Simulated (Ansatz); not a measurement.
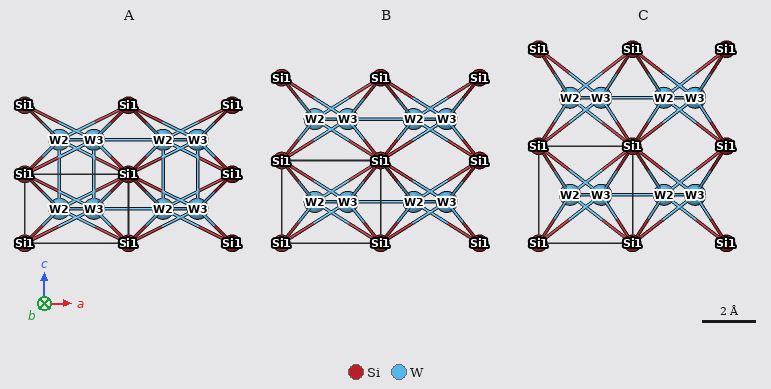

3 geometries from one relaxation of a crystal of SiW₂ (a generated structure, set up in P6/mmm) (coarse preliminary run), in shuffled order. A ball-and-stick model of the cell of the calculation, repeated 2 × 1 × 2 with one cell outlined, seen along the b axis.

The calculation used DFT PBE, scalar-relativistic, plane waves, PAW in Ansatz. Settings: plane-wave cutoff 420 eV; k-point mesh 6 × 6 × 6; occupations gaussian; smearing width 0.1 eV; no spin polarisation; cell and atoms relaxed; force threshold 0.04 eV/Å; at most 70 steps.

Order the frames from highest to lowest energy.

Answer. C, B, A. They are steps 0, 3, 10, at +2.112 eV per cell of the calculation, +0.684 eV per cell of the calculation relative to the last. After 9 accepted moves (10 points after the start) the energy has fallen by 2.112 eV per cell of the calculation. All forces vanish by symmetry, so only the cell relaxes. The pressure goes from 5.06 to 0.07 GPa. The SCF was repeated once at an unchanged geometry on a basis and grid sized afresh for the cell, which shifted the energy by 2.2 meV per cell of the calculation at most. The atoms keep their places relative to the cell (all moves are under 0.005 Å). The volume changes by −13.1 %, with a = b 4.124 → 4.558 Å (+10.5 %), c 3.693 → 2.626 Å (−28.9 %). Some distances before and after: Si1–Si1 3.693 → 2.626 Å, W2–W2 3.693 → 2.626 Å, W2–W3 2.381 → 2.631 Å, Si1–W2 3.013 → 2.941 Å. The space group stays P6/mmm (No. 191). The run took 11 s on 1 thread of Intel(R) Xeon(R) 6975P-C (Granite Rapids), with other jobs on the host, peak memory 0.38 GiB.
